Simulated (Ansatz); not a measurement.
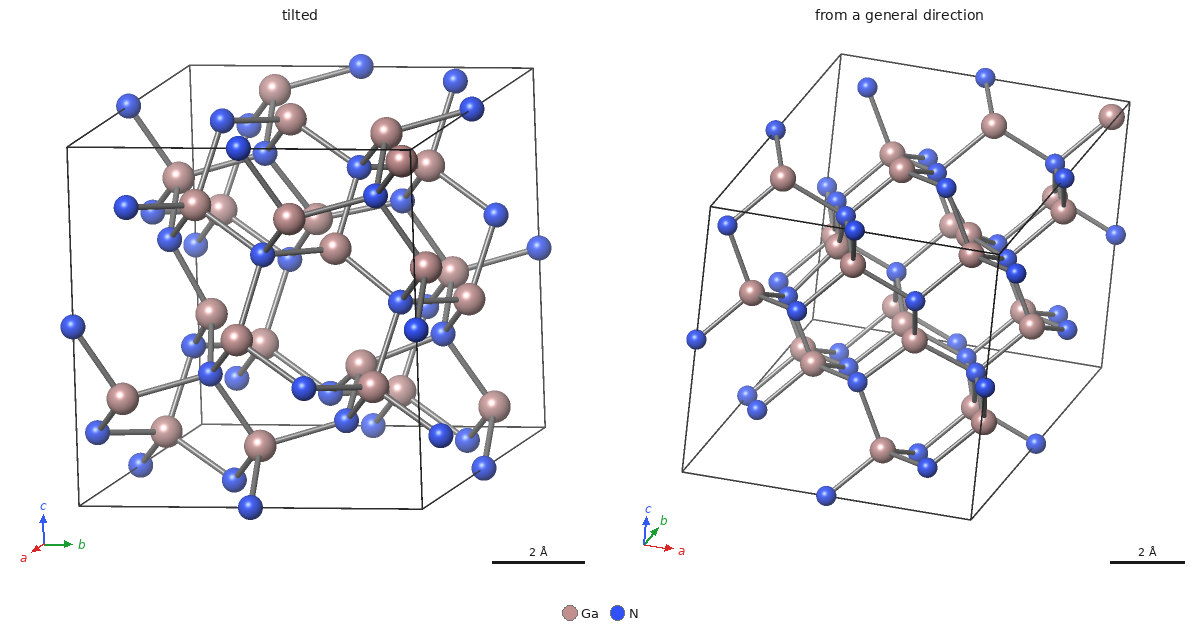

Ball-and-stick drawing of the structure, looking slightly off an axis and from a general direction. The supercell is outlined; an atom on or near a face, edge or corner is repeated at each equivalent position. The host is GaN, in a cell of 48 sites, and the cell carries a charge of +2.

Question: Spot the defect.

Answer: A nitrogen vacancy. Around the empty site lie four Ga at about 2.2 Å.

Computational set-up: DFT PBE, scalar-relativistic, plane waves, PAW in Ansatz 0.2.0, a kinetic-energy cutoff of 420 eV, k-points on a 2×2×2 grid, Gaussian smearing of 0.01 eV, collinear spins.

Question: Does a spin moment come with the defect?

Answer: Yes, 0.8 μB in the cell.

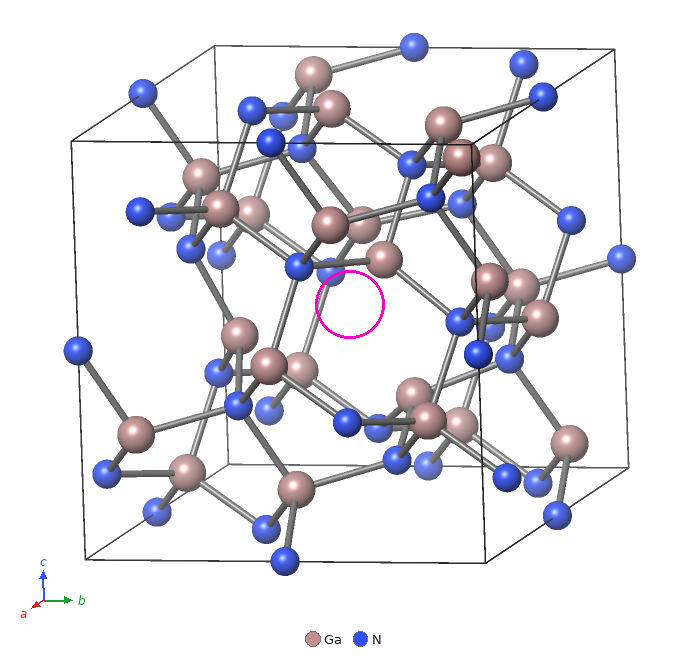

The same cell with a ring at the defect's site.

The atoms were relaxed in the host's cell with Ansatz, DFT PBE, scalar-relativistic, plane waves, PAW.
